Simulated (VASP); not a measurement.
# Band-structure calculation of CaO

CaO (Fm-3m, 2 atoms in the cell), computed with DFT, r2SCAN, plane waves, PAW (VASP 6.6.1).

The structure was built on a prototype by a generator. The geometry comes from this level: r2SCAN (a point of a series of strains). It belongs to a series of runs on one base structure; here: hydrostatic strain +2.0%.

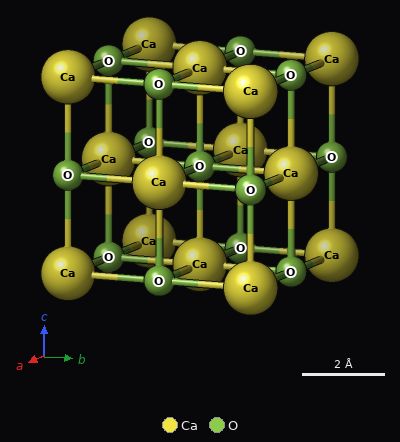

**Figure 1.** The structure as given in the input (ball-and-stick view of the cell 4 times as large as that of the calculation, set on its symmetry axes, seen slightly off an axis). An atom can appear more than once, as a periodic image.

### Results in brief

| quantity | value |
| --- | --- |
| outcome | converged |
| space group (tolerance 0.01 Å) | Fm-3m (225) |
| electrons treated | 16 |
| free energy | −19.4309 eV |
| Fermi energy | 1.947 eV |
| band gap | 4.20 eV |
| pressure | −5.29 GPa |
| largest force (length of the vector) | under 0.001 eV/Å |
| hardware | 1 CPU thread, shared host |
| wall time | 72 s |
| peak memory | 0.19 GiB |

### Notes

The cell is under a tension of 5.3 GPa at this level, so it is not at its equilibrium volume.

### INCAR
```
ENCUT = 520.000000
SIGMA = 0.010000
EDIFF = 1.00e-07
ALGO = Normal
METAGGA = R2SCAN
PREC = Accurate
IBRION = -1
ISIF = 2
ISMEAR = 0
NBANDS = 15
NELM = 120
NSW = 0
LASPH = .TRUE.
LCHARG = .TRUE.
LELF = .TRUE.
LWAVE = .FALSE.
LREAL = .FALSE.
```

### KPOINTS
```
KPOINTS created by Atomic Simulation Environment
0
Gamma
10 10 10
0 0 0
```

### KPOINTS_OPT
```
special points
7
Reciprocal
0.0000000000 0.0000000000 0.0000000000 1
0.5000000000 0.0000000000 0.5000000000 1
0.6250000000 0.2500000000 0.6250000000 1
0.3750000000 0.3750000000 0.7500000000 1
0.5000000000 0.5000000000 0.5000000000 1
0.5000000000 0.2500000000 0.7500000000 1
0.0000000000 0.5000000000 0.5000000000 1
```

### POSCAR
```
Ca O
 1.0000000000000000
     0.0000000000000000    2.4455011158000000    2.4455011158000000
     2.4455011158000000    0.0000000000000000    2.4455011158000000
     2.4455011158000000    2.4455011158000000    0.0000000000000000
 Ca  O
   1   1
Cartesian
  0.0000000000000000  0.0000000000000000  0.0000000000000000
  2.4455011158000000  2.4455011158000000  2.4455011158000000
```

Run as:
```bash
mpirun -np 1 vasp_std
```

### OSZICAR
```
N       E                     dE             d eps       ncg     rms          rms(c)
DAV:   1     0.118704500502E+03    0.11870E+03   -0.83603E+03  1410   0.110E+03
DAV:   2    -0.195623323639E+02   -0.13827E+03   -0.12918E+03  1851   0.299E+02
DAV:   3    -0.250840521414E+02   -0.55217E+01   -0.54849E+01  1697   0.615E+01
DAV:   4    -0.252294972203E+02   -0.14545E+00   -0.14536E+00  1906   0.895E+00
DAV:   5    -0.252314587461E+02   -0.19615E-02   -0.19615E-02  1620   0.952E-01    0.769E+00
DAV:   6    -0.192813377229E+02    0.59501E+01   -0.35680E+00  1872   0.231E+01    0.264E+00
DAV:   7    -0.194257171328E+02   -0.14438E+00   -0.48661E-01  1494   0.487E+00    0.195E+00
DAV:   8    -0.194644140825E+02   -0.38697E-01   -0.18606E-01  1410   0.450E+00    0.143E+00
DAV:   9    -0.194313041741E+02    0.33110E-01   -0.83287E-02  1459   0.272E+00    0.128E-01
DAV:  10    -0.194307993281E+02    0.50485E-03   -0.37762E-03  1564   0.599E-01    0.693E-02
DAV:  11    -0.194309618719E+02   -0.16254E-03   -0.51415E-04  1620   0.201E-01    0.441E-02
DAV:  12    -0.194309152973E+02    0.46575E-04   -0.13325E-04  1704   0.970E-02    0.103E-02
DAV:  13    -0.194309161879E+02   -0.89057E-06   -0.69265E-06  1648   0.281E-02    0.758E-03
DAV:  14    -0.194309157415E+02    0.44644E-06   -0.48099E-07  1793   0.566E-03    0.453E-03
DAV:  15    -0.194309150336E+02    0.70786E-06   -0.94592E-07  1480   0.725E-03    0.522E-04
DAV:  16    -0.194309150232E+02    0.10400E-07   -0.22554E-08   796   0.159E-03
   1 F= -.19430915E+02 E0= -.19430915E+02  d E =0.000000E+00
       N       E                     dE             ncg
DAV:   1     0.243189568908E+02   -0.43872E+04      210
DAV:   2    -0.861649552522E+03   -0.88597E+03      266
DAV:   3    -0.892626071502E+03   -0.30977E+02      252
DAV:   4    -0.893434920583E+03   -0.80885E+00      284
DAV:   5    -0.893444466903E+03   -0.95463E-02      245
DAV:   6    -0.893444678391E+03   -0.21149E-03      254
DAV:   7    -0.893444684616E+03   -0.62254E-05      243
DAV:   8    -0.893444684798E+03   -0.18206E-06      207
DAV:   9    -0.893444684804E+03   -0.53342E-08      175
```

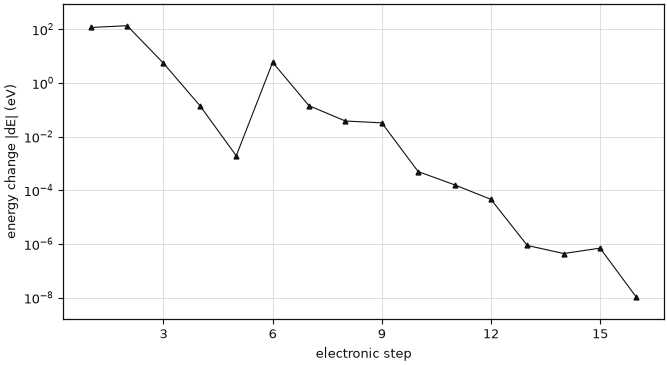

**Figure 2.** Convergence of the self-consistent field: energy change |dE| against the electronic step. It takes 16 electronic steps. The density is held fixed in the first few steps, and dE rises again when its update begins.

### Parts of OUTCAR
```
k-points           NKPTS =     47   k-points in BZ     NKDIM =     47   number of bands    NBANDS=     15

   NELECT =      16.0000    total number of electrons

   dimension x,y,z NGX =    28 NGY =   28 NGZ =   28
   dimension x,y,z NGXF=    56 NGYF=   56 NGZF=   56

  energy-cutoff  :      520.00
  volume of cell :       29.25
      direct lattice vectors                 reciprocal lattice vectors
     0.000000000  2.445501116  2.445501116    -0.204457073  0.204457073  0.204457073
     2.445501116  0.000000000  2.445501116     0.204457073 -0.204457073  0.204457073
     2.445501116  2.445501116  0.000000000     0.204457073  0.204457073 -0.204457073

 k-points in reciprocal lattice and weights: KPOINTS created by Atomic Simulation Env
   0.00000000  0.00000000  0.00000000       0.001
   0.10000000  0.00000000  0.00000000       0.008
   0.20000000  0.00000000  0.00000000       0.008
   0.30000000  0.00000000  0.00000000       0.008
   0.40000000  0.00000000  0.00000000       0.008
   0.50000000  0.00000000  0.00000000       0.004
   0.10000000  0.10000000  0.00000000       0.006
   0.20000000  0.10000000  0.00000000       0.024
   0.30000000  0.10000000  0.00000000       0.024
   0.40000000  0.10000000  0.00000000       0.024
   0.50000000  0.10000000  0.00000000       0.024
  -0.40000000  0.10000000  0.00000000       0.024
  -0.30000000  0.10000000  0.00000000       0.024
  -0.20000000  0.10000000  0.00000000       0.024
  -0.10000000  0.10000000  0.00000000       0.012
   0.20000000  0.20000000  0.00000000       0.006
   0.30000000  0.20000000  0.00000000       0.024
   0.40000000  0.20000000  0.00000000       0.024
   0.50000000  0.20000000  0.00000000       0.024
  -0.40000000  0.20000000  0.00000000       0.024
  -0.30000000  0.20000000  0.00000000       0.024
  -0.20000000  0.20000000  0.00000000       0.012
   0.30000000  0.30000000  0.00000000       0.006
   0.40000000  0.30000000  0.00000000       0.024
   0.50000000  0.30000000  0.00000000       0.024
  -0.40000000  0.30000000  0.00000000       0.024
  -0.30000000  0.30000000  0.00000000       0.012
   0.40000000  0.40000000  0.00000000       0.006
   0.50000000  0.40000000  0.00000000       0.024
  -0.40000000  0.40000000  0.00000000       0.012
   0.50000000  0.50000000  0.00000000       0.003
   0.30000000  0.20000000  0.10000000       0.024
   0.40000000  0.20000000  0.10000000       0.048
   0.50000000  0.20000000  0.10000000       0.048
  -0.40000000  0.20000000  0.10000000       0.024
   0.40000000  0.30000000  0.10000000       0.024
   0.50000000  0.30000000  0.10000000       0.048
  -0.40000000  0.30000000  0.10000000       0.048
  -0.30000000  0.30000000  0.10000000       0.048
  -0.20000000  0.30000000  0.10000000       0.024
   0.50000000  0.40000000  0.10000000       0.024
  -0.40000000  0.40000000  0.10000000       0.048
  -0.30000000  0.40000000  0.10000000       0.024
  -0.40000000  0.50000000  0.10000000       0.012
  -0.40000000  0.40000000  0.20000000       0.024
  -0.30000000  0.40000000  0.20000000       0.024
  -0.30000000  0.50000000  0.20000000       0.012

 E-fermi :   1.9474

 k-point     1 :       0.0000    0.0000    0.0000
  band No.  band energies     occupation
      1     -37.5533      2.00000
      2     -17.4779      2.00000
      3     -17.4779      2.00000
      4     -17.4779      2.00000
      5     -14.6428      2.00000
      6       1.7310      2.00000
      7       1.7310      2.00000
      8       1.7310      2.00000
      9       6.7301      0.00000
     10       8.4477      0.00000
     11       8.4477      0.00000
     12       8.4477      0.00000
     13       9.9544      0.00000
     14       9.9544      0.00000
     15      17.1564      0.00000

 k-point     2 :       0.1000    0.0000    0.0000
  band No.  band energies     occupation
      1     -37.5457      2.00000
      2     -17.5985      2.00000
      3     -17.4823      2.00000
      4     -17.4822      2.00000
      5     -14.5157      2.00000
      6       1.3962      2.00000
      7       1.6068      2.00000
      8       1.6068      2.00000
      9       7.1759      0.00000
     10       8.4089      0.00000
     11       8.6117      0.00000
     12       8.6118      0.00000
     13      10.1769      0.00000
     14      10.1769      0.00000
     15      17.5302      0.00000

 k-point     3 :       0.2000    0.0000    0.0000
  band No.  band energies     occupation
      1     -37.5259      2.00000
      2     -17.8754      2.00000
      3     -17.4934      2.00000
      4     -17.4934      2.00000
      5     -14.2188      2.00000
      6       0.6720      2.00000
      7       1.3056      2.00000
      8       1.3056      2.00000
      9       8.1783      0.00000
     10       8.4494      0.00000
     11       9.0650      0.00000
     12       9.0650      0.00000
     13      10.7582      0.00000
     14      10.7582      0.00000
     15      18.0438      0.00000

 k-point     4 :       0.3000    0.0000    0.0000
  band No.  band energies     occupation
      1     -37.5012      2.00000
      2     -18.1671      2.00000
      3     -17.5071      2.00000
      4     -17.5071      2.00000
      5     -13.9009      2.00000
      6      -0.0570      2.00000
      7       0.9711      2.00000
      8       0.9711      2.00000
      9       8.5842      0.00000
     10       9.4094      0.00000
     11       9.6861      0.00000
     12       9.6861      0.00000
     13      11.5031      0.00000
     14      11.5031      0.00000
     15      17.5304      0.00000

 k-point     5 :       0.4000    0.0000    0.0000
  band No.  band energies     occupation
      1     -37.4811      2.00000
      2     -18.3761      2.00000
      3     -17.5181      2.00000
      4     -17.5180      2.00000
      5     -13.6695      2.00000
      6      -0.5702      2.00000
      7       0.7243      2.00000
      8       0.7243      2.00000
      9       8.9583      0.00000
     10      10.2518      0.00000
     11      10.2518      0.00000
     12      10.2564      0.00000
     13      12.1821      0.00000
     14      12.1821      0.00000
     15      16.6136      0.00000

 [... the levels of 41 k-points are left out ...]

 k-point    47 :      -0.3000    0.5000    0.2000
  band No.  band energies     occupation
      1     -37.4491      2.00000
      2     -17.8687      2.00000
      3     -17.8317      2.00000
      4     -17.7741      2.00000
      5     -14.1166      2.00000
      6       0.5811      2.00000
      7       0.6020      2.00000
      8       0.8337      2.00000
      9       7.7206      0.00000
     10       9.2868      0.00000
     11      10.4489      0.00000
     12      11.6112      0.00000
     13      11.9721      0.00000
     14      15.4335      0.00000
     15      15.9121      0.00000

  Total       -0.9657894     -0.9657894     -0.9657894     -0.0000000     -0.0000000      0.0000000
  in kB      -52.9004585    -52.9004585    -52.9004585     -0.0000000     -0.0000000      0.0000000
  external PRESSURE =     -52.9004585 kB  Pullay stress =       0.0000000 kB

 POSITION                                       TOTAL-FORCE (eV/Angst)
 -----------------------------------------------------------------------------------
      0.00000      0.00000      0.00000        -0.000000     -0.000000      0.000000
      2.44550      2.44550      2.44550         0.000000      0.000000     -0.000000
 -----------------------------------------------------------------------------------
    total drift:                                0.000000      0.000000      0.000000

  FREE ENERGIE OF THE ION-ELECTRON SYSTEM (eV)
  ---------------------------------------------------
  free  energy   TOTEN  =       -19.4309150232 eV

  energy  without entropy=      -19.4309150232  energy(sigma->0) =      -19.43091502
```

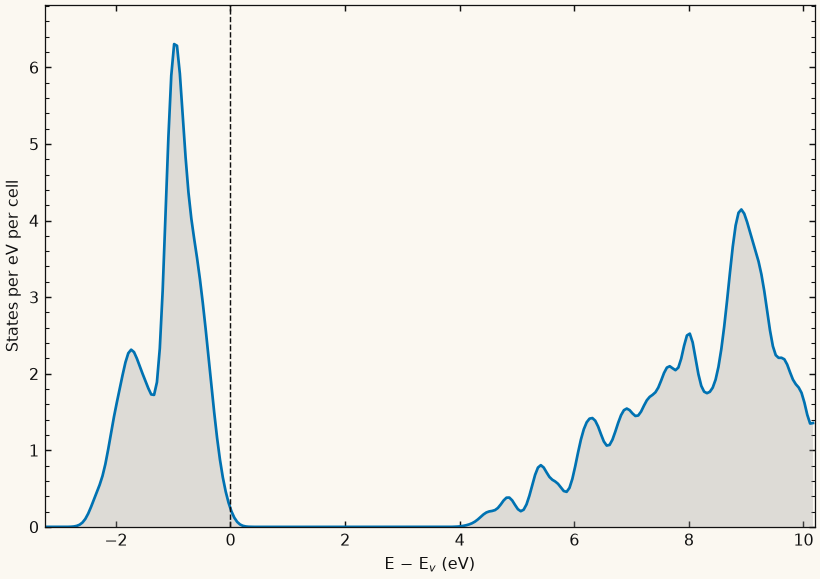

**Figure 3.** Density of states (the curve is built from the levels of the k mesh with Gaussians 0.3 eV wide, which also blur the band edges), with energies from the valence-band top. There is a gap of 4.20 eV on the k-point mesh. Small ripples come from the finite k-point mesh.
